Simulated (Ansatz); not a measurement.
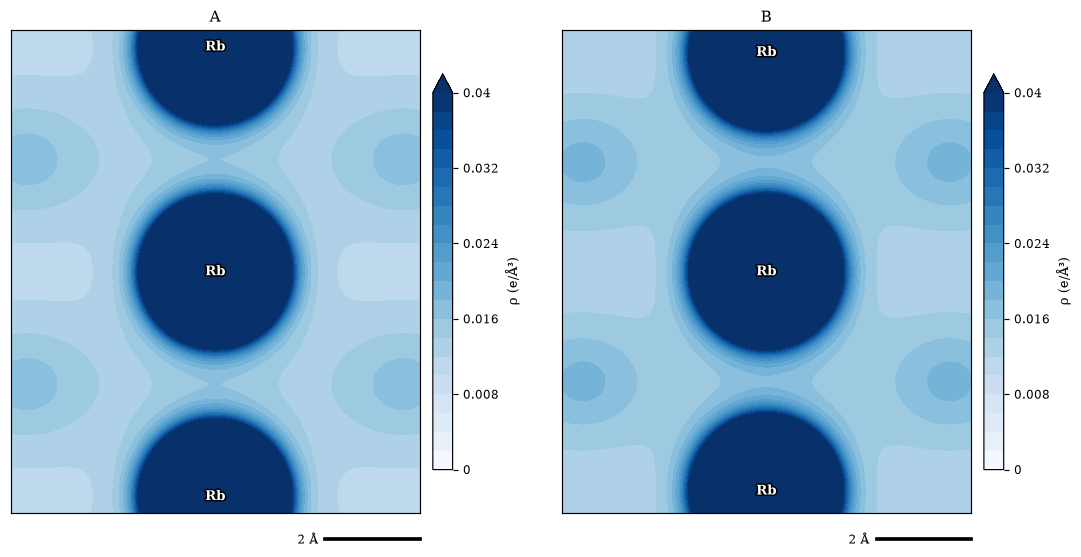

Rb. The valence pseudo-density of two cells that differ in size, on the (010) plane of each (indices in the axes of the calculation cell), at one length scale and on one colour scale: A has 87.7 Å³ an atom and B 81.4.

Theory: Ansatz, DFT, LDA (PW92), plane waves (420 eV) with PAW, scalar-relativistic.

Core electrons are frozen (PAW), and the valence fields are smoothed inside the atomic spheres.

The larger cell:

```
Rb
1.0
     7.97995    0.00000    0.00000
    -3.98997    6.91084    0.00000
     0.00000    0.00000    4.76939
Rb
3
Direct
  0.00000 0.00000 0.00000
  0.33333 0.66667 0.50000
  0.66667 0.33333 0.50000
```

The smaller cell: a = 7.785 Å, b = 7.785 Å, c = 4.653 Å, α = 90.00°, β = 90.00°, γ = 120.00°.

Q: What changes from the larger cell to the smaller?

A: From the larger cell to the smaller, Rb–Rb goes from 4.77 to 4.65 Å, and the density at its midpoint from 0.02 to 0.02 e/Å³; the pressure goes from −0.3 to −0.1 GPa.
